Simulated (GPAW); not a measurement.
## CdS (Hawleyite): optical spectrum from first principles

Aim: the dielectric function of CdS (Hawleyite), and the optical constants that follow from it.

Program: GPAW 26.7.0. Level of theory: DFT, PBE, plane-wave PAW (GPAW data sets), scalar-relativistic, RPA, optical limit. Results are calculated unless marked as measured.

## Step 1: Set-up

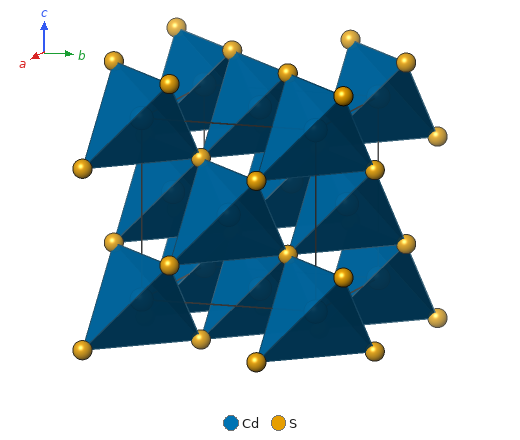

Start, viewed slightly off an axis; cadmium blue, sulfur orange. This picture shows the conventional cell, with its axes. Some periodic images of atoms are drawn too.

Structure file:

```cif
data_structure
_symmetry_space_group_name_H-M 'P 1'
_symmetry_Int_Tables_number 1
_cell_length_a 4.1246
_cell_length_b 4.1246
_cell_length_c 4.1246
_cell_angle_alpha 60.000
_cell_angle_beta 60.000
_cell_angle_gamma 60.000
_cell_volume 49.62
loop_
_atom_site_label
_atom_site_type_symbol
_atom_site_fract_x
_atom_site_fract_y
_atom_site_fract_z
_atom_site_occupancy
Cd1 Cd 0.00000 0.00000 0.00000 1
S2 S 0.75000 0.75000 0.75000 1
```

## Step 2: Ground state

The self-consistent density comes first; it also tells whether there is a gap, which decides the occupations and the need for a Drude term.

This step: DFT, PBE, plane-wave PAW (GPAW data sets), scalar-relativistic, ground state (GPAW 26.7.0).

Input file gs.py:

```python
from ase import Atoms
from ase.dft.bandgap import bandgap
from gpaw import GPAW, PW, FermiDirac

atoms = Atoms(['Cd', 'S'],
              cell=[[0.000000000000, 2.916500000000, 2.916500000000],
                    [2.916500000000, 0.000000000000, 2.916500000000],
                    [2.916500000000, 2.916500000000, 0.000000000000]],
              scaled_positions=[[0.000000000000, 0.000000000000, 0.000000000000],
                                [0.750000000000, 0.750000000000, 0.750000000000]],
              pbc=[True, True, True])
atoms.calc = GPAW(mode=PW(500), xc='PBE', kpts={'size': (7, 7, 7), 'gamma': True},
                  occupations=FermiDirac(0.05), maxiter=150, txt='gs.txt')
print('energy (eV)', atoms.get_potential_energy())
print('Fermi level (eV)', atoms.calc.get_fermi_level())
print('valence electrons', atoms.calc.get_number_of_electrons())
print('gap (eV)', bandgap(atoms.calc, output=None)[0])
print('direct gap (eV)', bandgap(atoms.calc, direct=True, output=None)[0])
atoms.calc.write('gs.gpw')
```

Launch:

```sh
OMP_NUM_THREADS=1 python gs.py
```

Numbers of over 12 decimals in the logs are rounded to 6 here.

Output:

```text
__  _  _
 | _ |_)|_||  |
 |__||  | ||/\| - 26.7.0

Versions:
  Python: 3.12.14
  ASE:    3.29.0
  Numpy:  2.5.5
  Scipy:  1.18.1
  Libxc:  7.0.0

Input parameters:
  mode=PW(ecut=500.0),
  kpts=MonkhorstPack(size=(7, 7, 7), gamma=True),
  maxiter=150,
  occupations=Occupations(name='fermi-dirac', width=0.05, fixmagmom=False),
  xc=XC(name='PBE')

Diagonalizing LCAO Hamiltonian
Converting LCAO to pw mode

                     S

       Cd

Atoms  # Å, Bohr magnetons
|   | symbol |        x |        y |        z |    initial magnetic moments |
| 0 |     Cd | 0.000000 | 0.000000 | 0.000000 | ( 0.0000,  0.0000,  0.0000) |
| 1 |      S | 4.374750 | 4.374750 | 4.374750 | ( 0.0000,  0.0000,  0.0000) |

Unit cell  # Å
| periodic |        x |        y |        z |  lengths |    angles |
|      yes | 0.000000 | 2.916500 | 2.916500 | 4.124554 | 60.000000 |
|      yes | 2.916500 | 0.000000 | 2.916500 | 4.124554 | 60.000000 |
|      yes | 2.916500 | 2.916500 | 0.000000 | 4.124554 | 60.000000 |

Number of symmetries: 24
Symmetry operations  # r_c * U_cc + t_c -> r_c
|    | kind |            matrix            |
|  0 |  E   |  1, 0, 0,  0, 1, 0,  0, 0, 1 |
|  1 |  σ   |  1, 0, 0,  0, 0, 1,  0, 1, 0 |
|  2 |  σ   |  1, 0,-1,  0, 1,-1,  0, 0,-1 |
|  3 |  C3  |  1, 0,-1,  0, 0,-1,  0, 1,-1 |
|  4 |  C3  |  1,-1, 0,  0,-1, 1,  0,-1, 0 |
|  5 |  σ   |  1,-1, 0,  0,-1, 0,  0,-1, 1 |
|  6 |  σ   |  0, 1, 0,  1, 0, 0,  0, 0, 1 |
|  7 |  C3  |  0, 1, 0,  0, 0, 1,  1, 0, 0 |
|  8 |  C2  |  0, 1,-1,  1, 0,-1,  0, 0,-1 |
|  9 |  S4  |  0, 1,-1,  0, 0,-1,  1, 0,-1 |
| 10 |  C3  |  0, 0, 1,  1, 0, 0,  0, 1, 0 |
| 11 |  σ   |  0, 0, 1,  0, 1, 0,  1, 0, 0 |
| 12 |  S4  |  0, 0,-1,  1, 0,-1,  0, 1,-1 |
| 13 |  C3  |  0, 0,-1,  0, 1,-1,  1, 0,-1 |
| 14 |  S4  |  0,-1, 1,  1,-1, 0,  0,-1, 0 |
| 15 |  C2  |  0,-1, 1,  0,-1, 0,  1,-1, 0 |
| 16 |  C3  |  0,-1, 0,  1,-1, 0,  0,-1, 1 |
| 17 |  S4  |  0,-1, 0,  0,-1, 1,  1,-1, 0 |
| 18 |  S4  | -1, 1, 0, -1, 0, 1, -1, 0, 0 |
| 19 |  C3  | -1, 1, 0, -1, 0, 0, -1, 0, 1 |
| 20 |  C3  | -1, 0, 1, -1, 1, 0, -1, 0, 0 |
| 21 |  S4  | -1, 0, 1, -1, 0, 0, -1, 1, 0 |
| 22 |  σ   | -1, 0, 0, -1, 1, 0, -1, 0, 1 |
| 23 |  C2  | -1, 0, 0, -1, 0, 1, -1, 1, 0 |

BZ-sampling:
  Number of BZ points: 343
  Number of IBZ points: 20

  Monkhorst-Pack size: [7, 7, 7]
  Monkhorst-Pack shift: [0, 0, 0]

K-points  # in reciprocal-cell coordinates
|     |                                coordinates |     weight |
|   0 | (  0.00000000,   0.00000000,   0.00000000) | 0.00291545 |
|   1 | (  0.14285714,   0.14285714,   0.00000000) | 0.01749271 |
|   2 | (  0.14285714,   0.14285714,   0.14285714) | 0.02332362 |
|   3 | (  0.28571429,   0.14285714,   0.14285714) | 0.03498542 |
|   4 | (  0.28571429,   0.28571429,   0.00000000) | 0.01749271 |
|   5 | (  0.28571429,   0.28571429,   0.14285714) | 0.06997085 |
|   6 | (  0.28571429,   0.28571429,   0.28571429) | 0.02332362 |
|   7 | (  0.42857143,  -0.28571429,  -0.28571429) | 0.03498542 |
|   8 | (  0.42857143,   0.28571429,  -0.42857143) | 0.13994169 |
|   9 | (  0.42857143,   0.28571429,  -0.28571429) | 0.06997085 |
| ... |                                            |            |
|  19 | (  0.42857143,   0.42857143,   0.42857143) | 0.02332362 |

Plane wave coefficients: 1275
Cutoff: 500.0 eV

Spin-components: 1 (collinear spins)
Bands:           13
Projectors:      11
Spin-degeneracy: 2
Datatype:        complex128

Parallelization:
  kpt:    1
  domain: 1
  band:   1

Density:
  Valence electrons: 18.0
  Components: 1
  Grid points: [24 24 24]
  Charge: 0.0  # |e|

Potential:
  Grid points: [24 24 24]

species:
  Cd:
    name:    Cadmium
    id:
    Z:       48.0
    valence: 12
    core:    36
    charge:  0.0  # [|e|]
    compensation charges:
      type: gauss
      rc: 0.38  # [Å]
      lmax: 2
    cutoffs:
      filter: 2.12  # [Å]
      core: 2.62  # [Å]
    projectors
    | kind |    occ | energy [eV] | rcut [Å] |
    |   5s |  2.000 |      -5.655 |    1.191 |
    |   5p |  0.000 |      -1.186 |    1.228 |
    |   4d | 10.000 |     -11.739 |    1.164 |
    |    s |        |      21.556 |    1.191 |
    |    p |        |      26.026 |    1.228 |
    |    d |        |      15.473 |    1.164 |

    Using partial waves for Cd as LCAO basis

  S:
    name:    Sulfur
    id:
    Z:       16.0
    valence: 6
    core:    10
    charge:  0.0  # [|e|]
    compensation charges:
      type: gauss
      rc: 0.24  # [Å]
      lmax: 2
    cutoffs:
      filter: 1.77  # [Å]
      core: 1.66  # [Å]
    projectors
    | kind |    occ | energy [eV] | rcut [Å] |
    |   3s |  2.000 |     -17.254 |    0.974 |
    |   3p |  4.000 |      -7.008 |    0.979 |
    |    s |        |       9.957 |    0.974 |
    |    p |        |      20.203 |    0.979 |
    |    d |        |       0.000 |    0.900 |

    Using partial waves for S as LCAO basis

Reference energy: -163030.738234  # eV

eigensolver:
  PPCG
  Converge bands: occupied
  niter=2

density mixing:
  MSR1-Mixer
  Pratt-step length: 0.05
  Maximum mixing coefficient: 0.75
  Old densities: 10
  SVD Regularization: 0.005
  Good broyden scale: 1.0
  Trust region scale: 1.0
  Backstep threshold: 4.0
  History deletion threshold: 6.0
  Fourier metric: weight=20.0, sigma=0.015

occupation numbers:
  Fermi-Dirac:
    width: 0.0500  # eV

poisson solver:
  ecut: 4000.0  # eV

xc functional:
  name: PBE with 2 nearest neighbor stencil

convergence criteria:
- Maximum [total energy] change in last 3 cyles: 0.0005 eV / valence electron
- Maximum integral of absolute [dens]ity change: 0.0001 electrons / valence electron
- Maximum integral of absolute [eigenst]ate change: 4e-08 eV^2 / valence electron
maximum number of iterations: 150

SCF iterations
|iter     |      energy | eigst |  dens |
|iter:   1||   -6.825569 | -0.42 |       |
|iter:   2||   -6.714997 | -2.00 | -1.12 |
|iter:   3||   -6.321920 | -1.21 | -1.16 |
|iter:   4||   -6.318078 | -2.95 | -1.70 |
|iter:   5||   -6.317548c| -3.46 | -2.13 |
|iter:   6||   -6.317623c| -4.75 | -2.72 |
|iter:   7||   -6.317630c| -6.14 | -3.44 |
|iter:   8||   -6.317630c| -7.42c| -4.27c|

Converged in 8 steps
SCF loop duration: 6.584 s (0.823 s/step)
Energy contributions relative to reference atoms: (reference = -163030.738234)

Energy contributions:
  Kinetic:          19.247356
  Coulomb:         -17.338939
  Zero:              0.124185
  External:          0.000000
  Xc:               -8.350232
  Entropy:          -0.000000
  Spinorbit:         0.000000
  ----------------------------
  Free energy:      -6.317630
  Extrapolated:     -6.317630

dipole moment: (-16.474158, -16.474158, -16.474158)  # |e|*Ang

Fermi level: 4.198
Eigenvalues  # (at kpt = [0.000, 0.000, 0.000])
| band index |      eig [eV] | occ [0-2] |
|          0 |        -8.784 |     2.000 |
|          1 |        -4.089 |     2.000 |
|          2 |        -4.089 |     2.000 |
|          3 |        -4.089 |     2.000 |
|          4 |        -3.602 |     2.000 |
|          5 |        -3.602 |     2.000 |
|          6 |         3.602 |     2.000 |
|          7 |         3.602 |     2.000 |
|          8 |         3.602 |     2.000 |
|          9 |         4.729 |     0.000 |
|         10 |        10.092 |     0.000 |
|         11 |        10.092 |     0.000 |
|         12 |        10.092 |     0.000 |

Gap: 1.127 eV
Transition (v -> c):
  (s=0, k=0, n=8, [0.00, 0.00, 0.00]) -> (s=0, k=0, n=9, [0.00, 0.00, 0.00])
No difference between direct/indirect transitions

--- standard output ---
energy (eV) -6.317630
Fermi level (eV) 4.198493
valence electrons 18.0
gap (eV) 1.127277
direct gap (eV) 1.127277
```

Wall time 8.1 s (1 thread of Arm Neoverse V1, shared host); peak memory 0.14 GiB.

This step gave:

| Property | Result |
| --- | --- |
| energy | -6.318 eV |
| Fermi energy | 4.198 eV |
| gap on the k-mesh | 1.127 eV |
| direct gap on the mesh | 1.127 eV |
| electrons | 18 |

There is a gap, 1.13 eV on this mesh (points off the mesh can give less), so no carriers' term is needed.

## Step 3: Bands for the response

The response needs many more empty bands than the density does.

This step: DFT, PBE, plane-wave PAW (GPAW data sets), scalar-relativistic, bands at fixed density (GPAW 26.7.0).

Input file nscf.py:

```python
from ase.dft.bandgap import bandgap
from gpaw import GPAW, FermiDirac

calc = GPAW('gs.gpw').fixed_density(kpts={'size': (10, 10, 10), 'gamma': True}, nbands=41, convergence={'bands': 35},
                                    occupations=FermiDirac(0.001), txt='nscf.txt')
print('gap (eV)', bandgap(calc, output=None)[0])
print('direct gap (eV)', bandgap(calc, direct=True, output=None)[0])
print('top band over the Fermi level (eV)', min(calc.get_eigenvalues(kpt=k)[34] for k in range(len(calc.get_ibz_k_points()))) - calc.get_fermi_level())
calc.write('full.gpw', mode='all')
```

Launch:

```sh
OMP_NUM_THREADS=1 python nscf.py
```

Output:

```text
Diagonalizing LCAO Hamiltonian
Converting LCAO to pw mode
convergence criteria:
- Maximum integral of absolute [eigenst]ate change: 4e-08 eV^2 / valence electron
maximum number of iterations: 150

SCF iterations
|iter     |      energy | eigst |  dens |
|iter:   1||             | +3.57 |       |
|iter:   2||             | +2.03 |       |
|iter:   3||             | +1.00 |       |
|iter:   4||             | +0.09 |       |
|iter:   5||             | -0.66 |       |
|iter:   6||             | -1.39 |       |
|iter:   7||             | -2.11 |       |
|iter:   8||             | -2.78 |       |
|iter:   9||             | -3.45 |       |
|iter:  10||             | -4.10 |       |
|iter:  11||             | -4.75 |       |
|iter:  12||             | -5.44 |       |
|iter:  13||             | -6.08 |       |
|iter:  14||             | -6.70 |       |
|iter:  15||             | -7.26 |       |
|iter:  16||             | -7.69c|       |
SCF steps: 16
  __  _  _
 | _ |_)|_||  |
 |__||  | ||/\| - 26.7.0

Versions:
  Python: 3.12.14
  ASE:    3.29.0
  Numpy:  2.5.5
  Scipy:  1.18.1
  Libxc:  7.0.0

Input parameters:
  mode=PW(ecut=500.0),
  convergence={'bands': 35},
  gpts=array([24, 24, 24]),
  kpts=MonkhorstPack(size=(10, 10, 10), gamma=True),
  maxiter=150,
  nbands=41,
  occupations=Occupations(name='fermi-dirac', width=0.001, fixmagmom=False),
  parallel={},
  xc=XC(name='PBE')

--- standard output ---
gap (eV) 1.127277
direct gap (eV) 1.127277
top band over the Fermi level (eV) 31.197092
```

Run time: 82 s. Hardware: 1 thread; peak memory 0.2 GiB.

## Step 4: Dielectric function, RPA

Local fields let the induced charge screen the field inside the cell, which as a rule lowers ε, most along directions where the density is uneven.

This step: DFT, PBE, plane-wave PAW (GPAW data sets), scalar-relativistic, RPA, optical limit (GPAW 26.7.0).

Input file df.py:

```python
from gpaw.response.df import DielectricFunction

df = DielectricFunction('full.gpw', frequencies={'type': 'nonlinear', 'domega0': 0.03, 'omega2': 8},
                        ecut=60,
                        eta=0.1,
                        nbands=35,
                        txt='df.txt')
for direction in ['x']:
    df.get_dielectric_function(xc='RPA', direction=direction, filename=f'df_{direction}.csv')
```

Launch:

```sh
OMP_NUM_THREADS=1 python df.py
```

Output:

```text
Using integrator: PointIntegrator
NonLinearFrequencyDescriptor(from 0.000 to 49.462 eV, 464 points)
Nonperiodic BCs:  [False False False]
Using integrator: PointIntegrator
NonLinearFrequencyDescriptor(from 0.000 to 49.462 eV, 464 points)
Nonperiodic BCs:  [False False False]

Calculating chi0 body with:
    Ground state adapter containing:
    Number of spins: 1
    Number of kpoints: 1000
    Number of irreducible kpoints: 47
    Number of completely occupied states: 9
    Number of partially occupied states: 9

    Linear response parametrization:
    q_c: [0.0, 0.0, 0.0]
    Number of frequency points: 464
    Planewave cutoff: 60.0
    Number of bands: 35
    Number of planewaves: 59
    Broadening (eta): 0.1

Integrating chi0 body.

Symmetries of q_c:
    Direct symmetries (Uq -> q): 24
    Indirect symmetries (TUq -> q): 24
In total 48 allowed symmetries.

47 groups of equivalent kpoints. 95.3% reduction.

Integral kind: spectral function

Calculating chi0 optical extensions with:
    Ground state adapter containing:
    Number of spins: 1
    Number of kpoints: 1000
    Number of irreducible kpoints: 47
    Number of completely occupied states: 9
    Number of partially occupied states: 9

    Linear response parametrization:
    Number of frequency points: 464
    Planewave cutoff: 60.0
    Number of bands: 35
    Number of planewaves: 59
    Broadening (eta): 0.1
Integrating chi0 head and wings.

Symmetries of q_c:
    Direct symmetries (Uq -> q): 24
    Indirect symmetries (TUq -> q): 24
In total 48 allowed symmetries.

47 groups of equivalent kpoints. 95.3% reduction.

Integral kind: spectral function wings
```

It took 10 s on 1 thread; peak memory 0.29 GiB.

This step gave:

```
electronic dielectric constant ε∞, mean over x, y and z (by symmetry where fewer were run) : 5.927
```

The Im ε, E ∥ x has structure finer than the step of the table below, so its rows give means over 1 eV, whole bins alone (the curve runs from 0 to 21.9 eV). Peaks (eV: height): 1.8: 3.21, 3.3: 3.29, 3.8: 6.04, 4.2: 6.05, 5.2: 5.43, 6.0: 7.13, 7.6: 5.92.

Sum at mesh points, not converged in k; values under the direct gap are tails of Lorentzian lines. Table of Im ε, E ∥ x by photon energy; means over each step:

| photon energy (eV) | Im ε, E ∥ x |
| --- | --- |
| 1 | 0.602 |
| 2 | 1.60 |
| 3 | 2.49 |
| 4 | 4.41 |
| 5 | 4.28 |
| 6 | 6.14 |
| 7 | 4.52 |
| 8 | 4.99 |
| 9 | 2.92 |
| 10 | 1.70 |
| 11 | 1.44 |
| 12 | 1.32 |
| 13 | 1.04 |
| 14 | 0.957 |
| 15 | 0.761 |
| 16 | 0.537 |
| 17 | 0.569 |
| 18 | 0.517 |
| 19 | 0.449 |
| 20 | 0.498 |
| 21 | 0.396 |

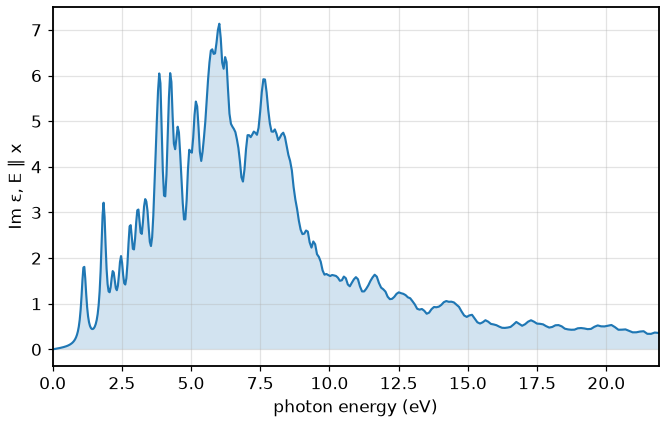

Im ε, E ∥ x against photon energy.

The reflectivity at normal incidence, E ∥ x has structure finer than the step of the table below, so its rows give means over 2 eV, whole bins alone (the curve runs from 0 to 21.9 eV). Peaks (eV: height): 1.8: 22.9, 3.8: 27.6, 4.2: 27.2, 6.3: 31.9, 8.7: 40.2, 11.8: 23.5, 14.8: 19.8.

Sum at mesh points, not converged in k. Reflectivity at normal incidence, E ∥ x against photon energy; means over each step:

```
photon energy (eV)  reflectivity at normal incidence, E ∥ x (%)
                 2                                         19.3
                 4                                         22.2
                 6                                         26.3
                 8                                         31.9
                10                                         29.1
                12                                         20.0
                14                                         15.7
                16                                         11.0
                18                                         6.35
                20                                         4.83
```

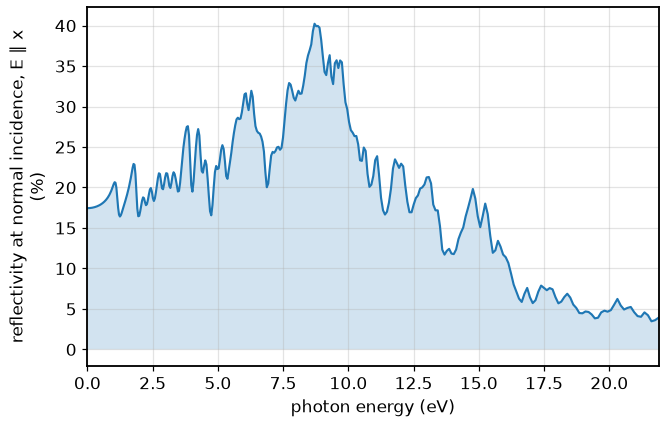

Reflectivity at normal incidence, E ∥ x against photon energy.

The loss function −Im 1/ε at q → 0, E ∥ x has structure finer than the step of the table below, so its rows give means over 1 eV, whole bins alone (the curve runs from 0 to 21.9 eV). Peaks (eV: height): 13.5: 1.27, 15.4: 1.68, 17.8: 1.32, 20.3: 1.21.

Sum at mesh points, not converged in k; values under the direct gap are tails of Lorentzian lines. The loss function −Im 1/ε at q → 0, E ∥ x by energy loss; means over each step:

```
energy loss (eV)  loss function −Im 1/ε at q → 0, E ∥ x
               1                                 0.0155
               2                                 0.0394
               3                                 0.0551
               4                                 0.0881
               5                                  0.116
               6                                  0.137
               7                                  0.202
               8                                  0.198
               9                                  0.294
              10                                  0.518
              11                                  0.683
              12                                  0.756
              13                                  0.976
              14                                   1.01
              15                                   1.34
              16                                   1.54
              17                                   1.17
              18                                   1.23
              19                                   1.04
              20                                   1.04
              21                                   1.05
```

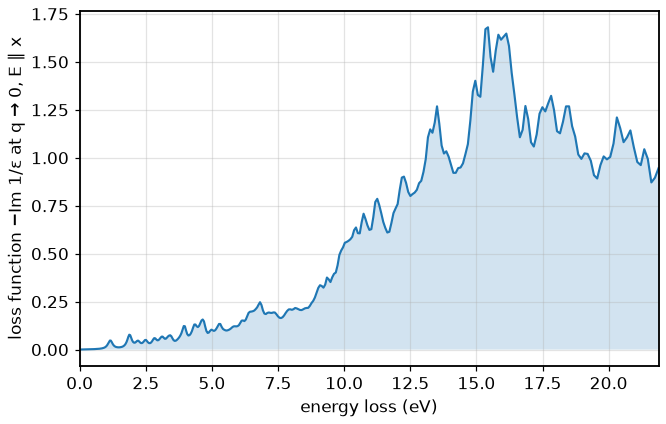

Loss function −Im 1/ε at q → 0, E ∥ x against energy loss.

The Im ε, E ∥ x has structure finer than the step of the table below, so its rows give means over 2 eV, whole bins alone (the curve runs from 0 to 21.9 eV). Peaks (eV: height): without local fields 1.1: 1.79, 1.8: 3.22, 3.8: 6.43, 4.2: 6.57, 5.2: 6.38, 6.0: 9.54, 7.6: 8.50; with local fields 1.8: 3.21, 3.3: 3.29, 3.8: 6.04, 4.2: 6.05, 5.2: 5.43, 6.0: 7.13, 7.6: 5.92.

Sum at mesh points, not converged in k; values under the direct gap are tails of Lorentzian lines. The Im ε, E ∥ x by photon energy; means over each step:

```
photon energy (eV)  without local fields  with local fields
                 2                  1.59               1.56
                 4                  4.19               3.89
                 6                  7.08               5.33
                 8                  5.65               4.54
                10                  1.90               1.84
                12                  1.32               1.30
                14                 0.878              0.918
                16                 0.569              0.571
                18                 0.400              0.517
                20                 0.403              0.466
```

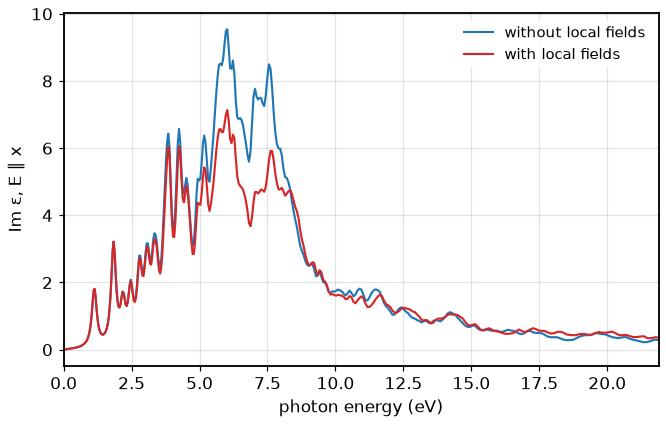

Im ε, E ∥ x against photon energy.

At chosen wavelengths:

| wavelength (nm) | n | k | R (%) | 1/α |
| --- | --- | --- | --- | --- |
| 1550 | 2.53 | 0.042 | 18.9 | 3.0 µm |
| 800 | 2.58 | 0.106 | 19.5 | 602 nm |
| 532 | 2.49 | 0.267 | 18.7 | 159 nm |
| 450 | 2.65 | 0.464 | 21.7 | 77 nm |
| 308 | 2.31 | 0.731 | 19.5 | 34 nm |
| 248 | 2.38 | 0.908 | 22.3 | 22 nm |
| 193 | 1.70 | 1.471 | 28.1 | 10 nm |

Below the direct gap, k and the depth come from the tails of the Lorentzian lines, not from transitions.

Rows near the edge hang on the gap, which this functional as a rule makes too small, and phonon-assisted absorption is left out.

## Step 5: Results

```yaml
electronic_dielectric_constant_eps_infinity_mean_over_x_y_and_z_by_symmetry_where_fewer_were_run_rpa: 5.93
```

What this shows: At this level (PBE, RPA) CdS has ε∞ = 5.93 and n = 2.53 at 1550 nm. On the mesh the gap is 1.13 eV and the least direct gap 1.13 eV. Local fields change the static value along x from 6.56 to 5.93 (-10 %). Excitons and phonon-assisted transitions are missing; PBE gaps are as a rule too small, which pulls the onset down and ε∞ up. In this version of GPAW the matrix elements of the optical limit are incomplete, which can lower ε − 1 by up to a tenth where first-row anions or d states rule, and shift it by more in d metals. The sum runs over mesh points 0.19 Å⁻¹ apart with no interpolation, so peaks are partly noise of the mesh; over so small a direct gap single mesh points weigh heavily, so ε∞, n and their changes from run to run can be far off.

[Machine, clock and banner lines and Python warnings are left out of the logs.]

[Logs are printed without paths, hosts, clocks, repeated set-up lines and the standing remarks that a program may print on its own settings, such as how far it seeks lower states.]

[Hosts, paths, dates, database ids (printed as entryN), source tags and the programs' standing remarks are cut or masked in the printed files.]
